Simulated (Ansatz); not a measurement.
# Two runs on Mo

System: Mo (slab, 8 atoms in the cell).
Method of the first run: DFT PBEsol, scalar-relativistic, plane waves, PAW, no spin polarisation (Ansatz 0.2.0).

The structure derives from an entry of the Crystallography Open Database. Text and figures count atoms from 1; the logs count them from 0 in places.

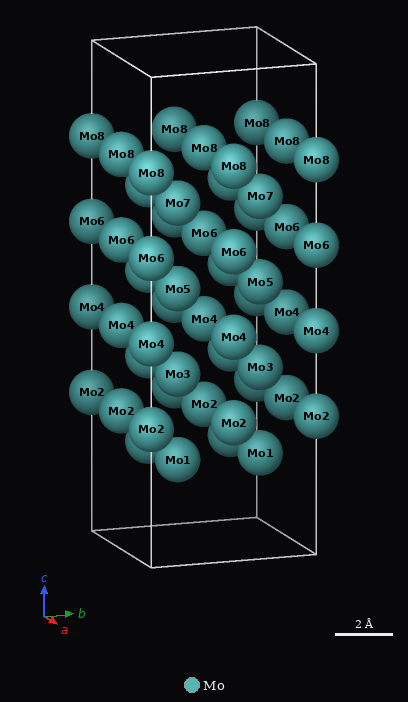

Fig. 1: The structure (spheres-only view of the 2 × 2 repeat of the cell, with the vacuum cut short, seen slightly off an axis; atoms are numbered from 1 in the order of the input).

### Input file, the first run
```yaml
crystal:
  lattice:
    - [3.1293068541, 0.0, 0.0]
    - [0.0, 3.1293068541, 0.0]
    - [0.0, 0.0, 25.9525739894]
  atoms:
    - { symbol: Mo, position: [0.5, 0.5, 0.2889886762] }
    - { symbol: Mo, position: [0.0, 0.0, 0.3492776258] }
    - { symbol: Mo, position: [0.5, 0.5, 0.4095665755] }
    - { symbol: Mo, position: [0.0, 0.0, 0.4698555252] }
    - { symbol: Mo, position: [0.5, 0.5, 0.5301444748] }
    - { symbol: Mo, position: [0.0, 0.0, 0.5904334245] }
    - { symbol: Mo, position: [0.5, 0.5, 0.6507223742] }
    - { symbol: Mo, position: [0.0, 0.0, 0.7110113238] }
basis:
  ecutwfc: 420
kpoints:
  mp_grid: { grid: [11, 11, 1] }
hamiltonian:
  xc: pbesol
scf:
  occupations: { method: gaussian, width: 0.1 }
output:
  forces: true
  stress: true
  eigenvalues: true
  write_density: true
  write_potential: true
  elf: true
  volumetric_format: npy
efield:
  axis: 3
  dipole_correction: true
  ramp_width: 0.04
```

Command:
```bash
ansatz run input.yaml --threads 1 --pin off --max-ram 2560MiB --backend cpu --events-out ev --progress --plain --runs-dir out
```

Hardware: 1 thread of Intel Xeon @ 2.50GHz (Skylake/Cascade Lake), 32 GiB of memory available, shared host.

### Output, shortened to warnings, some set-up lines, iterations and results (the first run)
```
WARN: The output density's exchange-correlation potential varies sharply where the density is thin. Do not read a vacuum level from v_tot or v_xc, or from such a field of the output density. On a cell that repeats whose density bears no net charge and no dipole along the vacuum's axis use v_es (v_loc + v_h of the components); under efield.dipole_correction with no amplitude use v_es + v_field, …
Basis set: ecut = 420 eV, 5007 PW (Γ), exchange–correlation on 48×48×360 points (8 copies of the dense FFT grid, shifted against one another)
Symmetry: 8 space group operations
k-points: 21 of 121
Initial density: superposition of atomic densities (neutral atoms: chi_scale 0, normalization atom), corrected by the library's trained network
[...]
SCF iter   1: F=—  HF=-39175.116820 eV  |F-HF|=—  |Δ(HF+E_count)|=         —  Δρ=9.65e-3  dr2=1.97e0  ethr=1.77e-3  p=0.000 e·Å  D=2.37e-13 V/Å  ΔV_dip=-0.00 eV  …
SCF iter   2: F=—  HF=-39175.061412 eV  |F-HF|=—  |Δ(HF+E_count)|=   5.54e-2  Δρ=3.28e-3  dr2=1.10e-1  ethr=1.75e-3  p=-0.000 e·Å  D=-1.06e-5 V/Å  ΔV_dip=0.00 eV  …
SCF iter   3: F=—  HF=-39175.057074 eV  |F-HF|=—  |Δ(HF+E_count)|=   4.34e-3  Δρ=9.06e-4  dr2=7.83e-3  ethr=9.80e-5  p=0.000 e·Å  D=4.30e-6 V/Å  ΔV_dip=-0.00 eV  …
SCF iter   4: F=—  HF=-39175.056846 eV  |F-HF|=—  |Δ(HF+E_count)|=   2.28e-4  Δρ=4.63e-4  dr2=1.37e-3  ethr=6.99e-6  p=0.000 e·Å  D=5.44e-7 V/Å  ΔV_dip=-0.00 eV  …
SCF iter   5: F=—  HF=-39175.056753 eV  |F-HF|=—  |Δ(HF+E_count)|=   9.26e-5  Δρ=9.97e-5  dr2=3.16e-5  ethr=1.23e-6  p=0.000 e·Å  D=3.57e-7 V/Å  ΔV_dip=-0.00 eV  …
SCF iter   6: F=—  HF=-39175.056909 eV  |F-HF|=—  |Δ(HF+E_count)|=   1.55e-4  Δρ=5.69e-5  dr2=1.51e-5  ethr=2.82e-8  p=0.000 e·Å  D=3.90e-7 V/Å  ΔV_dip=-0.00 eV  …
SCF iter   7: F=—  HF=-39175.056909 eV  |F-HF|=—  |Δ(HF+E_count)|=   6.15e-7  Δρ=1.86e-5  dr2=2.33e-6  ethr=1.35e-8  p=0.000 e·Å  D=7.78e-8 V/Å  ΔV_dip=-0.00 eV  …
SCF iter   8: F=-39175.056909 eV  HF=-39175.056909 eV  |F-HF|=2.25e-8  |Δ(HF+E_count)|=   7.58e-8  Δρ=3.91e-6  dr2=5.44e-8  ethr=8.93e-11  p=0.000 e·Å  D=2.32e-8 V/Å  …
SCF 1 converged in 8 iterations: F = -39175.056909 eV  dr2 = 5.44e-8
WARN: The output density's exchange-correlation potential varies sharply where the density is thin. Do not read a vacuum level from v_tot or v_xc, or from such a field of the output density. On a cell that repeats whose density bears no net charge and no dipole along the vacuum's axis use v_es …
SCF converged after 8 iterations
Free energy (F): -39175.056909 eV
Harris-Foulkes:  -39175.056909 eV  (|F-HF|=2.25e-8)
Internal energy: -39175.015615 eV  (E = F + TS)
E sigma→0 (E₀):  -39175.036262 eV
Entropy (-TS):   -0.041294 eV (-5.162 meV/atom)
Fermi energy:    8.295878 eV
Dipole field:    D = -0.000008 V/Å  (p = -0.000011 e·Å, saw-weighted, corrected)
Work function:   Φ+ = 4.0196 eV   Φ− = 4.0194 eV
[...]
```

The input of the second run differs as follows (lines with − go, lines with + come):
```diff
+  max_iter: 60
-  write_density: true
-  write_potential: true
-  elf: true
-  volumetric_format: npy
+magnetization:
+  spin_polarized: true
+  initial_magnetization: 1
```

What does this change do to the results?

The energy is the same within 0.01 meV per atom. With spin allowed, the absolute moment of the cell comes to 0.00 μB. The SCF takes 16 iterations against 8. On the same kind of shared host the second run took about 2.2 times as long.

### Output, shortened to warnings, some set-up lines, iterations and results (the second run)
```
WARN: the starting moments were not kept: the SCF closed with an absolute magnetisation of 1.1e-4 μB, where they sum to 1 μB in size (8 sites). That is at most 0.1 of that sum. Measured as dr2_m measures the in/out step, that magnetisation stands 9.6e-10 eV from none, at or under the dr2_threshold of 1.0e-7 eV: it is no larger than a step whose dr2_m would equal this threshold. The system may …
Basis set: ecut = 420 eV, 5007 PW (Γ), exchange–correlation on 48×48×360 points (8 copies of the dense FFT grid, shifted against one another)
Symmetry: 8 space group operations
k-points: 21 of 121
Initial density: superposition of atomic densities (neutral atoms: chi_scale 0, normalization atom)
[...]
SCF iter   1: F=—  HF=-39184.458349 eV  |F-HF|=—  |Δ(HF+E_count)|=         —  Δρ=3.84e-2 (↑3.82e-2 ↓3.84e-2)  dr2=4.45e1  dr2_m=1.44e-2  M=1.000 μB ∫|m|=1.000 μB  β_m=1.00  …
SCF iter   2: F=—  HF=-39177.631158 eV  |F-HF|=—  |Δ(HF+E_count)|=         —  Δρ=2.31e-2 (↑2.31e-2 ↓2.17e-2)  dr2=1.41e1  dr2_m=8.67e-3  M=0.451 μB ∫|m|=0.546 μB  β_m=0.30  …
SCF iter   3: F=—  HF=-39175.842998 eV  |F-HF|=—  |Δ(HF+E_count)|=    1.79e0  Δρ=1.49e-2 (↑1.49e-2 ↓1.40e-2)  dr2=5.55e0  dr2_m=5.30e-3  M=0.401 μB ∫|m|=0.501 μB  β_m=0.52  …
SCF iter   4: F=—  HF=-39175.040346 eV  |F-HF|=—  |Δ(HF+E_count)|=   8.03e-1  Δρ=3.23e-3 (↑3.23e-3 ↓3.19e-3)  dr2=4.84e-2  dr2_m=1.93e-3  M=0.251 μB ∫|m|=0.360 μB  β_m=0.62  …
SCF iter   5: F=—  HF=-39175.053568 eV  |F-HF|=—  |Δ(HF+E_count)|=   1.32e-2  Δρ=1.01e-3 (↑1.01e-3 ↓9.58e-4)  dr2=4.03e-3  dr2_m=8.65e-4  M=0.187 μB ∫|m|=0.280 μB  β_m=0.72  …
[... 7 lines ...]
SCF iter  13: F=—  HF=-39175.056909 eV  |F-HF|=—  |Δ(HF+E_count)|=   3.01e-7  Δρ=2.19e-6 (↑2.19e-6 ↓2.12e-6)  dr2=1.59e-8  dr2_m=8.82e-9  M=0.001 μB ∫|m|=0.002 μB  β_m=0.88  …
SCF iter  14: F=—  HF=-39175.056909 eV  |F-HF|=—  |Δ(HF+E_count)|=   5.79e-8  Δρ=1.08e-6 (↑1.08e-6 ↓1.06e-6)  dr2=2.17e-9  dr2_m=2.29e-9  M=0.001 μB ∫|m|=0.001 μB  β_m=0.94  …
SCF iter  15: F=—  HF=-39175.056909 eV  |F-HF|=—  |Δ(HF+E_count)|=   1.74e-8  Δρ=3.66e-7 (↑3.66e-7 ↓3.44e-7)  dr2=1.29e-9  dr2_m=1.77e-10  M=0.000 μB ∫|m|=0.000 μB  β_m=0.86  …
SCF iter  16: F=-39175.056909 eV  HF=-39175.056909 eV  |F-HF|=8.00e-11  |Δ(HF+E_count)|=  7.79e-10  Δρ=1.88e-7 (↑1.88e-7 ↓1.63e-7)  dr2=3.36e-10  dr2_m=2.62e-11  M=0.000 μB …
SCF 1 converged in 16 iterations: F = -39175.056909 eV  dr2 = 3.36e-10
WARN: the starting moments were not kept: the SCF closed with an absolute magnetisation of 1.1e-4 μB, where they sum to 1 μB in size (8 sites). That is at most 0.1 of that sum. Measured as dr2_m measures the in/out step, that magnetisation stands 9.6e-10 eV from none, at or under the dr2_threshold …
SCF converged after 16 iterations
Magnetization: 0.0001 μB (56.0000 up, 56.0000 down)
Absolute magnetization: 0.0001 μB (∫|ρ↑−ρ↓|, with the PAW one-centre terms)
Spin contamination: 0.0000 ħ² per cell (⟨S²⟩ above its minimum at these occupations)
Per-site moments (μB) at R_I (Å): [(4.069523438479093e-5, 1.1178994327218084), (-7.36095282837415e-6, 1.1178994327218084), (1.6623812661547902e-6, 1.117899433339887), (-1.8457019777320972e-6, 1.1178994327218088), (-2.767269929634567e-7, 1.1178994327218088), (-6.63778000085402e-7, …
Free energy (F): -39175.056909 eV
Harris-Foulkes:  -39175.056909 eV  (|F-HF|=8.00e-11)
Internal energy: -39175.015616 eV  (E = F + TS)
E sigma→0 (E₀):  -39175.036263 eV
Entropy (-TS):   -0.041293 eV (-5.162 meV/atom)
Fermi energy:    8.295755 eV
Dipole field:    D = 0.000000 V/Å  (p = 0.000000 e·Å, saw-weighted, corrected)
[...]
```

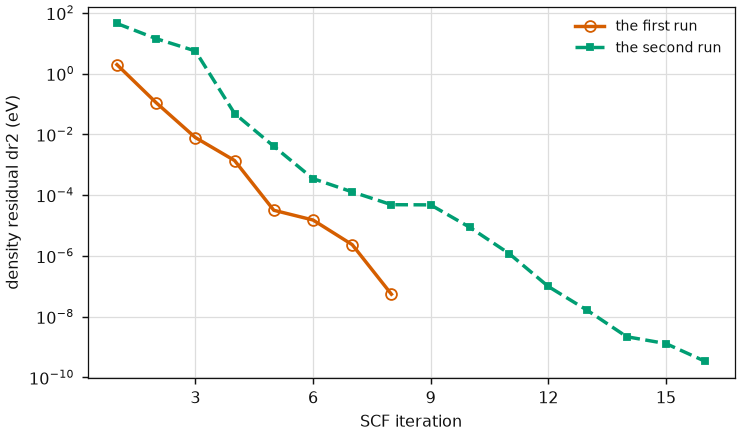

Fig. 2: Convergence of the two runs: density residual dr2 against the SCF iteration. The first run takes 8 iterations in all, and the second run takes 16.

### The two runs side by side

```csv
quantity,the first run,the second run
outcome,converged,converged
free energy per atom (eV),−4896.8821,−4896.8821
"energy per atom, smearing taken to zero (eV)",−4896.8795,−4896.8795
gap on the mesh (eV),0.00,0.00
work function (eV),4.02,–
largest force (eV/Å),1.688,1.688
SCF iterations,8,16
irreducible k-points,21,21
plane waves at Γ,5007,5007
net moment of the cell (μB),–,0.00
absolute moment of the cell (μB),–,0.00
wall time (shared host),51 s,1.9 min
```

For the first run: Warnings: the exchange-correlation potential is rough where the density is thin. For the second run: A setting was made wrong on purpose: an impossible spin (`magnetization`). It did no harm here: the run converged to the energy of the sound run within 1 meV per atom. Warnings: some starting moments were not kept.
